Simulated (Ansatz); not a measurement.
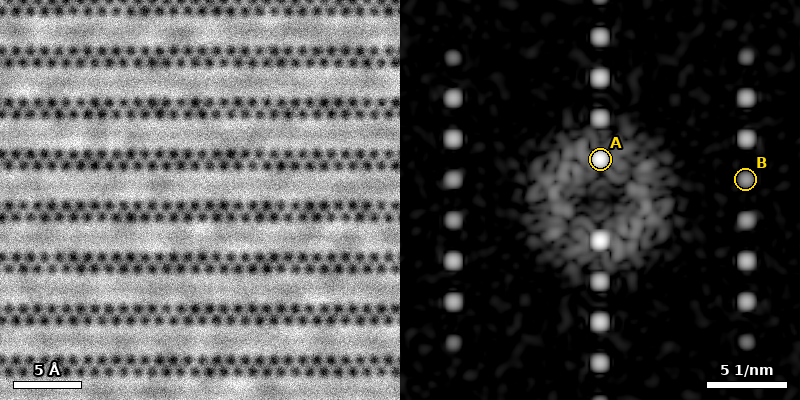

HRTEM-like image of B (Cmcm, No. 63) along [201]. Simulated in the weak-phase-object approximation with neutral-atom potentials: 300 kV, Cs = 20 µm, defocus −75 Å (negative is underfocus), defocus spread 15 Å, aperture 1.36 1/Å. Shot noise and the speckle of an amorphous layer were added. Model: the end point of a relaxation with DFT, PBE, plane waves (420 eV) with PAW, scalar-relativistic in Ansatz; the starting structure was generated, so it need not be a known form of this composition.

The right panel is the modulus of the image's Fourier transform on a logarithmic scale.

a = 1.625 Å, b = 7.732 Å, c = 2.865 Å, α = 90.00°, β = 90.00°, γ = 90.00°

Question: Index the marked spots and give their plane spacings (the zone axis points at the viewer; indices equivalent by symmetry, or all signs reversed, are as good).

Answer: A: (020), d = 3.87 Å; B: (1 1 -2), d = 1.06 Å. A and B enclose 82°, and every spot obeys the zone law hu + kv + lw = 0 for [201].
